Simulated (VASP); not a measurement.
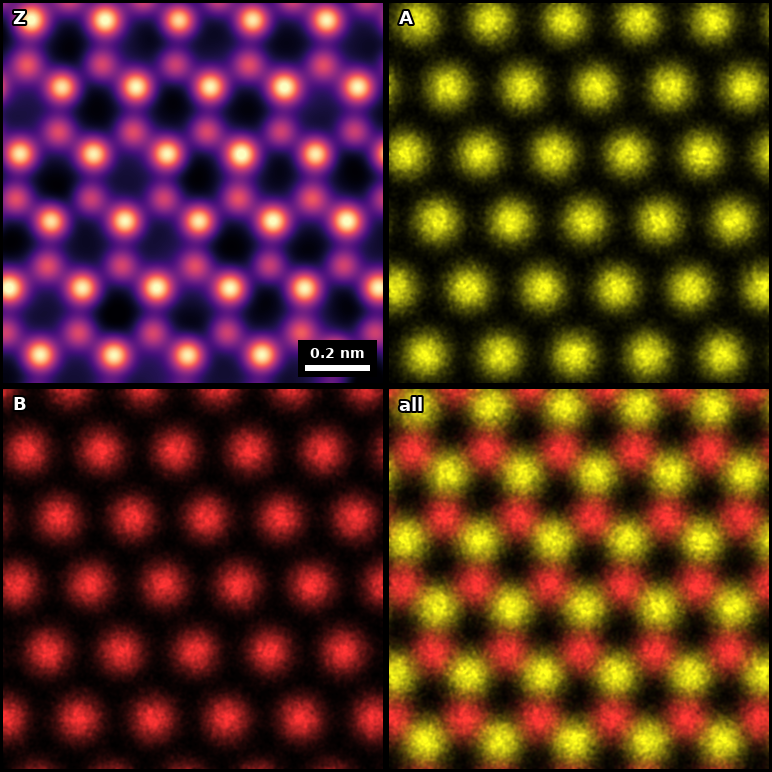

BN (R3m, No. 160) along [211]. Panel Z: Simulation: incoherent imaging, intensity Z^1.7 per atom, probe width 0.88 Å, thin sample. The probe carries 25 % of its weight in a tail 2.5 times as wide. The speckle of an amorphous layer was added. The other panels are simulated element maps (the number of atoms of one element along the beam, blurred by 1.1 Å, with counting noise; each on its own scale, no channelling); the last overlays them. Atomic positions: coordinates from a relaxation with VASP Kohn-Sham DFT of a periodic cell, BLYP with D4, VASP PAW PBE potentials, recommended (VASP).

Space group R3m:H (No. 160). a = 2.505 Å, b = 2.505 Å, c = 9.436 Å, α = 90.00°, β = 90.00°, γ = 120.00°
```tsv
atom	site	symmetry	x	y	z
N	3a	3m	0.0000	0.0000	0.3327
B	3a	3m	0.6667	0.3333	0.3331
```

**Which element does each lettered map show?**

A: N, B: B. The projected cell (2.34 × 2.34 Å, 115°) holds 2 columns: 1 of N and 1 of B. No column is shared by two of the mapped elements.
